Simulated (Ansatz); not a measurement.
A periodic structure is given below.

```xyz
10
Lattice="2.4592 0.0000 0.0000 -1.2296 2.1292 0.0000 0.0000 0.0000 29.6464" Properties=species:S:1:pos:R:3 pbc="T T T"
C     0.0000    0.3548    7.5000
C     0.0000    1.7744    7.5000
C     1.2296    0.3548   11.1616
C     1.2296    1.7744   11.1616
C     0.0000    0.3548   14.8232
C     0.0000    1.7744   14.8232
C     1.2296    0.3548   18.4848
C     1.2296    1.7744   18.4848
C     0.0000    0.3548   22.1464
C     0.0000    1.7744   22.1464
```

Describe what this structure looks like.

Answer. The element is carbon. The cell holds ten atoms. Each C has three C in a trigonal planar arrangement at 1.42 Å. The bonds build C layers parallel to (001).

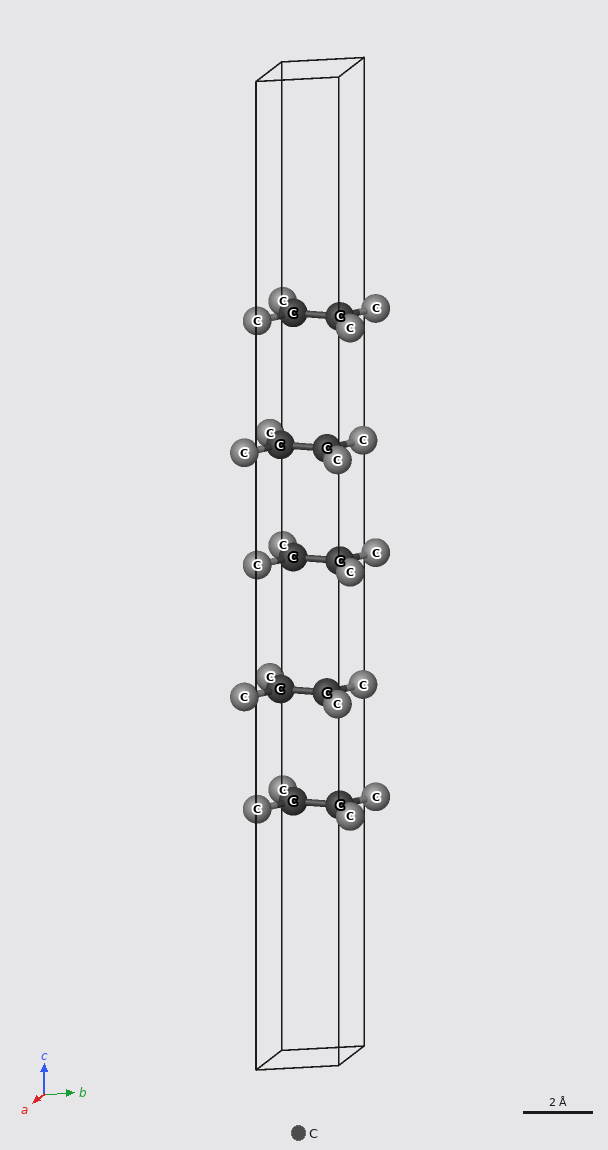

An orthographic ball-and-stick view of the structure, slightly off an axis. Thin lines show the simulation cell, with boundary atoms drawn in all their periodic places. Periodic images bonded to atoms of the box are shown as well, in fainter colours. Colours: carbon dark grey.

Origin of the cell: a structure listed in the Materials Project, from which a slab was cut. The atoms were relaxed in a fixed cell with DFT PBEsol, scalar-relativistic, plane waves, PAW (Ansatz 0.2.0).
